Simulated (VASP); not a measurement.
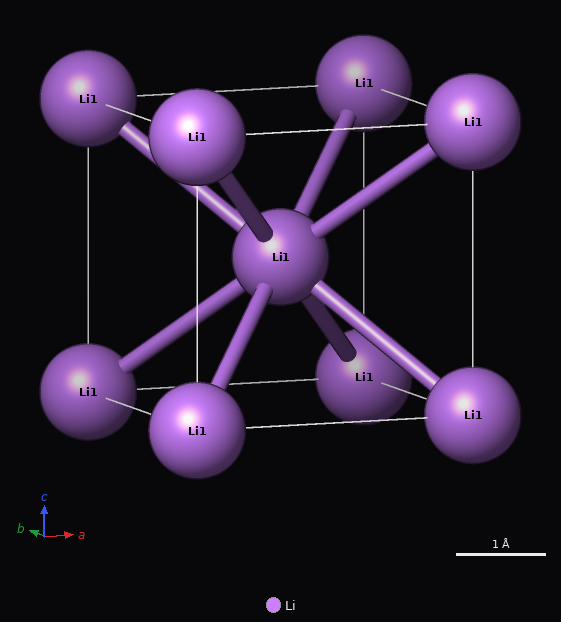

Figure 1. The starting structure (ball-and-stick view of the cell 2 times as large as that of the calculation, set on its symmetry axes, seen slightly off an axis; atoms are numbered from 1 in the order of the input). An atom can appear more than once, as a periodic image. Near neighbours in the periodic cell (some may lie outside the picture): Li has 8 Li at 2.90 Å.

# Run report: Li, geometry relaxation (part 1 of 2)

Li (Im-3m, 1 atom in the cell), computed with Kohn-Sham DFT of a periodic cell, LDA, VASP PAW LDA potentials, recommended, no spin polarisation (VASP 6.6.1).

The structure derives from an entry of the Crystallography Open Database.

## INCAR
```
ALGO     = Normal         # electronic algorithm
EDIFF    = 1E-7           # SCF threshold, eV
EDIFFG   = -0.005         # ionic threshold
ENCUT    = 600            # plane-wave cutoff, eV
IBRION   = 2              # ionic algorithm
ISIF     = 3              # what is computed and relaxed
ISMEAR   = 1              # smearing method
LASPH    = T              # aspherical terms in the spheres
LCHARG   = F              # write CHGCAR
LREAL    = F              # projectors in reciprocal space
LWAVE    = F              # write WAVECAR
NELM     = 80             # most SCF steps
NSW      = 90             # ionic steps
PREC     = Accurate       # precision mode
SIGMA    = 0.1            # smearing width, eV
```

## KPOINTS
```
k-points
0
Gamma
  16 16 16
```

## POSCAR
```
Li                                      
1.0
   -1.6721674729      1.6721674729      1.6721674729
    1.6721674729     -1.6721674729      1.6721674729
    1.6721674729      1.6721674729     -1.6721674729
  Li            
     1
Direct
     0.0000000000000000    1.0000000000000000    1.0000000000000000
```

Machine: 1 thread of Intel Xeon @ 2.50GHz (Skylake/Cascade Lake), 96 GiB of memory available, shared host.

Launch command:
```bash
cat potpaw_LDA.64/Li_sv/POTCAR > POTCAR
mpirun -np 1 vasp_std > vasp.out
```

## OSZICAR
```
N       E                     dE             d eps       ncg     rms          rms(c)
DAV:   1     0.849671569914E+00    0.84967E+00   -0.76414E+02  1460   0.443E+02
DAV:   2    -0.190034305671E+01   -0.27500E+01   -0.26022E+01  2035   0.622E+01
DAV:   3    -0.204153031364E+01   -0.14119E+00   -0.14111E+00  1780   0.107E+01
DAV:   4    -0.204474808379E+01   -0.32178E-02   -0.32162E-02  1930   0.160E+00
DAV:   5    -0.204477973733E+01   -0.31654E-04   -0.31654E-04  1805   0.136E-01    0.188E-01
DAV:   6    -0.204403930083E+01    0.74044E-03   -0.43123E-04  2430   0.132E-01    0.110E-01
DAV:   7    -0.204372360385E+01    0.31570E-03   -0.10574E-03  2595   0.204E-01    0.332E-02
DAV:   8    -0.204372490297E+01   -0.12991E-05   -0.18258E-05  1660   0.606E-02    0.284E-03
DAV:   9    -0.204372516432E+01   -0.26135E-06   -0.16643E-06  1680   0.168E-02    0.995E-04
DAV:  10    -0.204372532971E+01   -0.16540E-06   -0.33405E-07  1660   0.493E-03    0.304E-03
DAV:  11    -0.204372520290E+01    0.12682E-06   -0.11029E-07   765   0.335E-03    0.121E-04
DAV:  12    -0.204372520587E+01   -0.29756E-08   -0.35913E-08   745   0.280E-03
   1 F= -.20437252E+01 E0= -.20435357E+01  d E =-.204373E+01
       N       E                     dE             d eps       ncg     rms          rms(c)
DAV:   1    -0.204375430386E+01   -0.29101E-04   -0.28949E-04  2055   0.185E-01    0.342E-02
DAV:   2    -0.204375154981E+01    0.27541E-05   -0.42560E-05  1900   0.546E-02    0.229E-02
DAV:   3    -0.204374775088E+01    0.37989E-05   -0.14128E-05  2590   0.246E-02    0.843E-03
DAV:   4    -0.204374724841E+01    0.50247E-06   -0.97027E-07  2350   0.986E-03    0.931E-04
DAV:   5    -0.204374728009E+01   -0.31687E-07   -0.14400E-07  1100   0.384E-03
   2 F= -.20437473E+01 E0= -.20435578E+01  d E =-.220742E-04
       N       E                     dE             d eps       ncg     rms          rms(c)
DAV:   1    -0.204382596110E+01   -0.78713E-04   -0.22365E-03  2025   0.518E-01    0.947E-02
DAV:   2    -0.204380906311E+01    0.16898E-04   -0.37357E-04  1890   0.162E-01    0.648E-02
DAV:   3    -0.204378068565E+01    0.28377E-04   -0.12166E-04  2635   0.720E-02    0.275E-02
DAV:   4    -0.204377501233E+01    0.56733E-05   -0.93848E-06  2430   0.297E-02    0.265E-03
DAV:   5    -0.204377521577E+01   -0.20344E-06   -0.13061E-06  1600   0.114E-02    0.101E-03
DAV:   6    -0.204377525828E+01   -0.42506E-07   -0.42223E-08   760   0.244E-03
   3 F= -.20437753E+01 E0= -.20435861E+01  d E =-.500524E-04
```

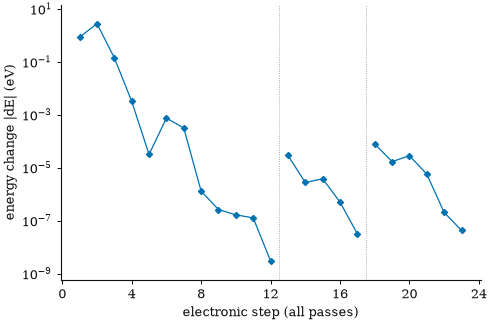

Figure 2. Convergence of the self-consistent field: energy change |dE| against the electronic step. Each stretch between dotted lines is the SCF of one geometry step of a relaxation. The 3 ionic steps take 5 to 12 electronic steps each. The density is held fixed in the first few steps, and dE rises again when its update begins.

## Parts of OUTCAR
```
EDIFF = 1E-7
   EDIFFG = -0.005
   ENCUT = 600
   IBRION = 2
   ISIF = 3
   ISMEAR = 1
   LASPH = T
   LREAL = F
   NELM = 80
   NSW = 90
   PREC = Accurate

 ion  position               nearest neighbor table
   1  0.000  0.000  0.000-

  LATTYP: Found a body centered cubic cell.
 ALAT       =     3.3443349458

  Lattice vectors:

 A1 = (  -1.6721674729,   1.6721674729,   1.6721674729)
 A2 = (   1.6721674729,  -1.6721674729,   1.6721674729)
 A3 = (   1.6721674729,   1.6721674729,  -1.6721674729)

Analysis of symmetry for initial positions (statically):
=====================================================================
 Subroutine PRICEL returns:
 Original cell was already a primitive cell.

 Routine SETGRP: Setting up the symmetry group for a
 body centered cubic supercell.

 Subroutine GETGRP returns: Found 48 space group operations
 (whereof 48 operations were pure point group operations)
 out of a pool of 48 trial point group operations.

The static configuration has the point symmetry O_h .

Analysis of symmetry for dynamics (positions and initial velocities):
=====================================================================
 Subroutine PRICEL returns:
 Original cell was already a primitive cell.

 Routine SETGRP: Setting up the symmetry group for a
 body centered cubic supercell.

 Subroutine GETGRP returns: Found 48 space group operations
 (whereof 48 operations were pure point group operations)
 out of a pool of 48 trial point group operations.

The dynamic configuration has the point symmetry O_h .

 Subroutine INISYM returns: Found 48 space group operations
 (whereof 48 operations are pure point group operations),
 and found     1 'primitive' translations

----------------------------------------------------------------------------------------

                                     Primitive cell

  volume of cell :      18.7025

  direct lattice vectors                    reciprocal lattice vectors
    -1.672167473  1.672167473  1.672167473     0.000000000  0.299013112  0.299013112
     1.672167473 -1.672167473  1.672167473     0.299013112  0.000000000  0.299013112
     1.672167473  1.672167473 -1.672167473     0.299013112  0.299013112  0.000000000

  length of vectors
     2.896279022  2.896279022  2.896279022     0.422868398  0.422868398  0.422868398

  position of ions in fractional coordinates (direct lattice)
     0.000000000  0.000000000  0.000000000

  ion indices of the primitive-cell ions
   primitive index   ion index
                 1           1

----------------------------------------------------------------------------------------

 KPOINTS: k-points

Automatic generation of k-mesh.
 Grid dimensions read from file:
 generate k-points for:   16   16   16

 Generating k-lattice:

  Cartesian coordinates                     Fractional coordinates (reciprocal lattice)
     0.000000000  0.018688320  0.018688320     0.062500000  0.000000000  0.000000000
     0.018688320  0.000000000  0.018688320     0.000000000  0.062500000  0.000000000
     0.018688320  0.018688320  0.000000000     0.000000000  0.000000000  0.062500000

  Length of vectors
     0.026429275  0.026429275  0.026429275

  Shift w.r.t. Gamma in fractional coordinates (k-lattice)
     0.000000000  0.000000000  0.000000000

 Subroutine IBZKPT returns following result:
 ===========================================

 Found    145 irreducible k-points:

 Following reciprocal coordinates:
            Coordinates               Weight
  0.000000  0.000000  0.000000      1.000000
  0.062500  0.000000  0.000000     12.000000
  0.125000  0.000000  0.000000     12.000000
  0.187500  0.000000  0.000000     12.000000
  0.250000  0.000000  0.000000     12.000000
  0.312500  0.000000  0.000000     12.000000
  0.375000  0.000000  0.000000     12.000000
  0.437500  0.000000  0.000000     12.000000
  0.500000  0.000000  0.000000      6.000000
  0.062500  0.062500  0.000000     24.000000
  0.125000  0.062500  0.000000     48.000000
  0.187500  0.062500  0.000000     48.000000
  0.250000  0.062500  0.000000     48.000000
  0.312500  0.062500 -0.000000     48.000000
  0.375000  0.062500  0.000000     48.000000
  0.437500  0.062500 -0.000000     48.000000
  0.125000  0.125000  0.000000     24.000000
  0.187500  0.125000  0.000000     48.000000
  0.250000  0.125000  0.000000     48.000000
  0.312500  0.125000 -0.000000     48.000000
  0.375000  0.125000  0.000000     48.000000
  0.437500  0.125000  0.000000     24.000000
  0.187500  0.187500  0.000000     24.000000
  0.250000  0.187500  0.000000     48.000000
 [... further k-points ...]
   k-points           NKPTS =    145   k-points in BZ     NKDIM =    145   number of bands    NBANDS=      5
   number of dos      NEDOS =    301   number of ions     NIONS =      1
   total plane-waves  NPLWV =  13824
   dimension x,y,z NGX =    24 NGY =   24 NGZ =   24
   dimension x,y,z NGXF=    48 NGYF=   48 NGZF=   48
   ions per type =               1
   NGX,Y,Z   is equivalent  to a cutoff of  13.78, 13.78, 13.78 a.u.
   NGXF,Y,Z  is equivalent  to a cutoff of  27.55, 27.55, 27.55 a.u.
 SYSTEM =  unknown system
   PREC   = accura    normal or accurate (medium, high low for compatibility)
   ISTART =      0    job   : 0-new  1-cont  2-samecut
   ICHARG =      2    charge: 1-file 2-atom 10-const
   ISPIN  =      1    spin polarized calculation?
   LNONCOLLINEAR =      F non collinear calculations
   LSORBIT =      F    spin-orbit coupling
   LASPH  =      T    aspherical Exc in radial PAW
   ENCUT  =  600.0 eV  44.10 Ry    6.64 a.u.   5.78  5.78  5.78*2*pi/ulx,y,z
   NELM   =     80;   NELMIN=  2; NELMDL= -5     # of ELM steps
   EDIFF  = 0.1E-06   stopping-criterion for ELM
   LREAL  =      F    real-space projection
   EDIFFG = -.5E-02   stopping-criterion for IOM
   NSW    =     90    number of steps for IOM
   IBRION =      2    ionic relax: 0-MD 1-quasi-New 2-CG
   NFREE  =      1    steps in history (QN), initial steepest desc. (CG)
   ISIF   =      3    stress and relaxation
   ISYM   =      2    0-nonsym 1-usesym 2-fastsym
   POTIM  = 0.5000    time-step for ionic-motion
   TEBEG  =    0.0;   TEEND  =   0.0 temperature during run
   PSTRESS=    0.0 pullay stress
   NELECT =       3.0000    total number of electrons
   NUPDOWN=      -1.0000    fix difference up-down
   EMIN   =  10.00;   EMAX   =-10.00  energy-range for DOS
   EFERMI =   0.00;   METHOD = LEGACY
   ISMEAR =     1;   SIGMA  =   0.10  broadening in eV -4-tet -1-fermi 0-gaus
   EFERMI_NEDOS =   21; number of points for ismear=-14 and -15
   IALGO  =     38    algorithm
   IMIX   =      4    mixing-type and parameters
     AMIX     =   0.40;   BMIX     =  1.00
     AMIX_MAG =   1.60;   BMIX_MAG =  1.00
  volume/ion in A,a.u.               =      18.70       126.21
  Fermi-wavevector in a.u.,A,eV,Ry     =   0.889506  1.680922 10.765211  0.791221
  Thomas-Fermi vector in A             =   2.011075
   LORBIT       =      0    0 simple, 1 ext, 2 COOP (PROOUT), +10 PAW based schemes
   GGA     = CA    functional components
   LHFCALC =     F    Hartree Fock is set to
   AEXX    =    0.0000 exact exchange contribution
   IVDW    =     0    specifies the selected vdW correction
```
